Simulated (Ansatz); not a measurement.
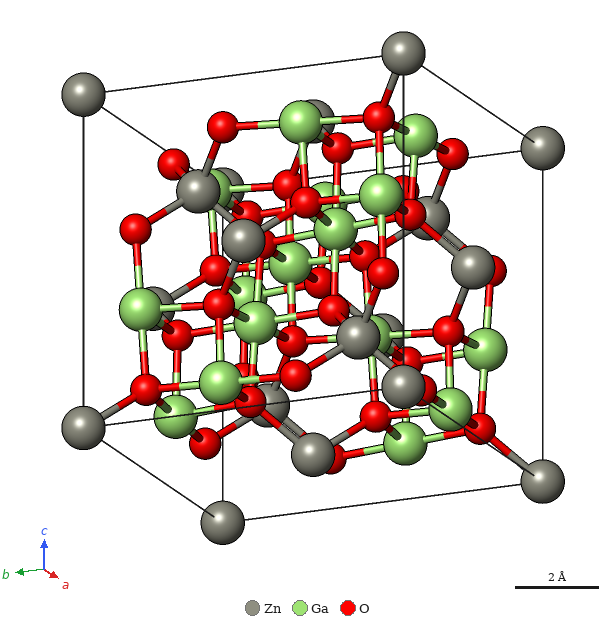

Shown here is a ball-and-stick view of the crystal, taken from a general direction. The edges of the conventional unit cell are marked. Cell: a = 8.448 Å, b = 8.448 Å, c = 8.448 Å, α = 90.00°, β = 90.00°, γ = 90.00°.

Notes on the structure:

- The solid is ZnGa2O4.
- The structure has Fd-3m (No. 227) symmetry and a face-centred cubic lattice.
- Structure type: spinel.
- Content of the cell: 8 Zn, 16 Ga, 32 O (Z = 8).
- Zn is surrounded by four O in a tetrahedral arrangement at about 2.0 Å. Ga is linked to six O in a distorted octahedral arrangement at about 2.0 Å. Around each O lie three Ga and one Zn (about 2.0 Å to Ga, 2.0 Å to Zn).
- The bonds build a three-dimensional framework.

The model was built from a structure listed in the Materials Project. Earlier steps of the study may have refined or changed the cell and positions. It went into a calculation with Ansatz.
